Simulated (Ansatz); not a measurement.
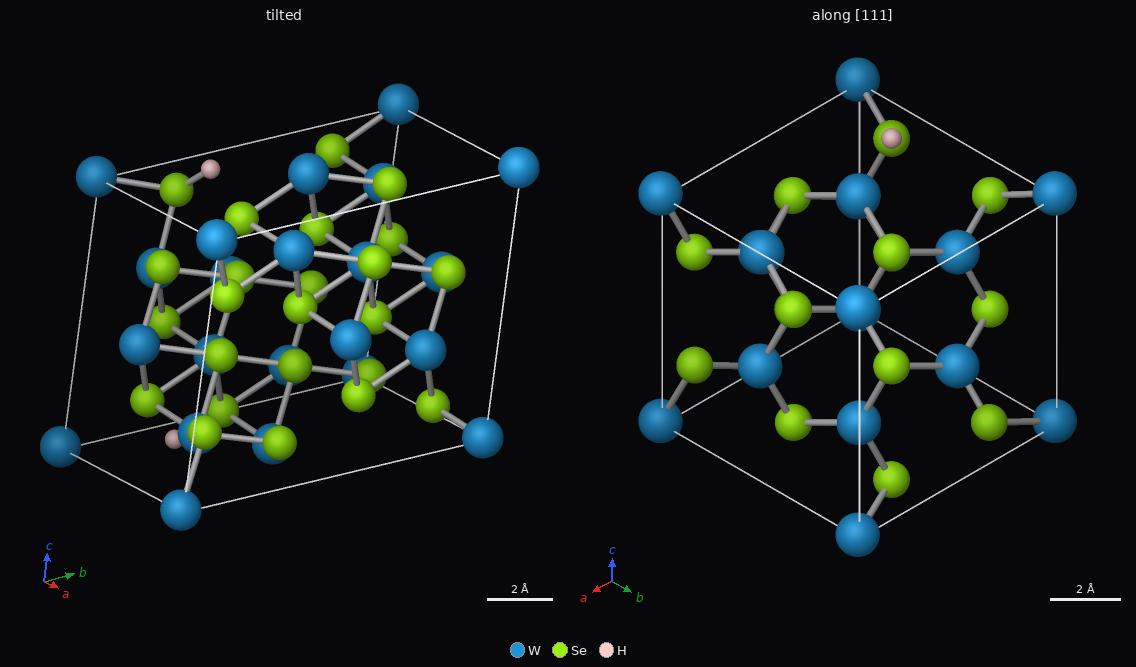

The image is a ball-and-stick drawing of a crystal, viewed slightly off an axis and along [111]. The simulation cell is outlined; an atom on or near a face, edge or corner is repeated at each equivalent position. Cell: a = 9.596 Å, b = 9.596 Å, c = 9.596 Å, α = 72.58°, β = 72.58°, γ = 72.58°.

State composition, symmetry and coordination.

It has the composition HW12Se24. The structure has R3 (No. 146) symmetry and a rhombohedral (trigonal R) lattice. The cell comprises 1 formula unit: 1 H, 12 W, 24 Se. W is linked to six Se in a trigonal prismatic arrangement at about 2.5 Å. Each H has one Se at about 1.6 Å. Not all metal-metal contacts are counted. Counting atoms within bonding range gives coordination numbers of Se 3 to 4 (mean 3.0). Not all metal-metal contacts are counted. The bonds build HW12Se24 layers parallel to (111).

It derives from a structure listed in the Materials Project, repeated into a supercell with a point defect put in. The atoms were relaxed in a fixed cell with DFT PBE+D3(BJ), scalar-relativistic, plane waves, PAW in Ansatz.
